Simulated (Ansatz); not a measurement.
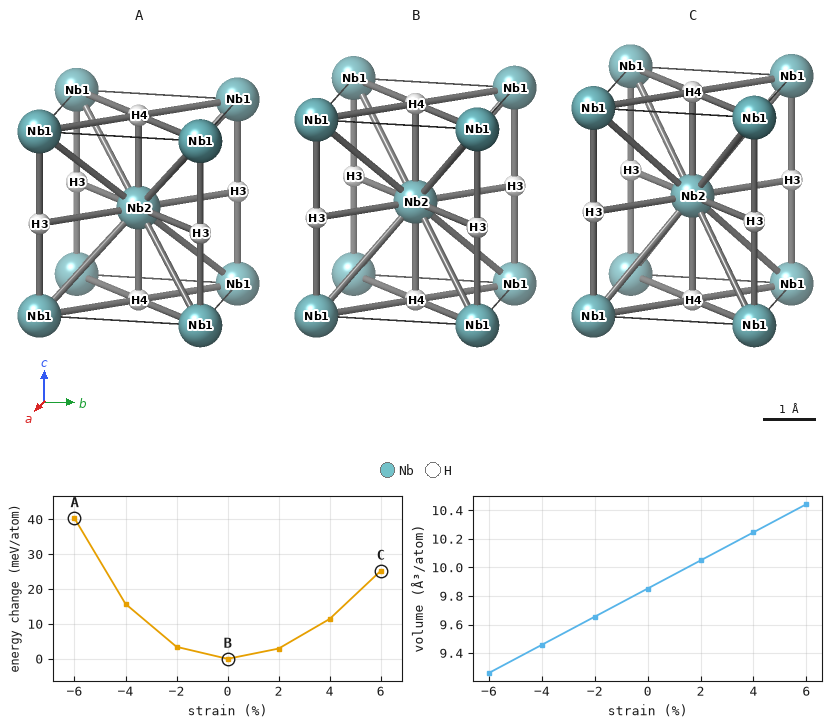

Members of a series of calculations on a crystal of NbH (set up in I4/mmm), marked on the first curve. The picture is a ball-and-stick view of the cell of the calculation, seen slightly off an axis.

All numbers below come from DFT PBEsol, scalar-relativistic, plane waves, PAW in Ansatz. (plane-wave cutoff 420 eV; k-point mesh 14 × 14 × 12; occupations gaussian; smearing width 0.1 eV; no spin polarisation)

> Which kind of strain is it, and how does the structure respond?

Strain along c alone, the other axes held, atoms relaxed. A (strain −6.0 %): energy change 40.3 meV/atom, volume 9.26 Å³ per atom. B (strain 0.0 %): energy change 0.0 meV/atom, volume 9.85 Å³ per atom. C (strain 6.0 %): energy change 25.2 meV/atom, volume 10.44 Å³ per atom. The rest compares A with C. Cell: a = b unchanged at 3.178 Å, c 3.669 → 4.137 Å (+12.8 %). Volume +12.8 %. Among the bonded contacts that change: H–Nb 1.834 → 2.069 Å, Nb–Nb 2.901 → 3.054 Å.
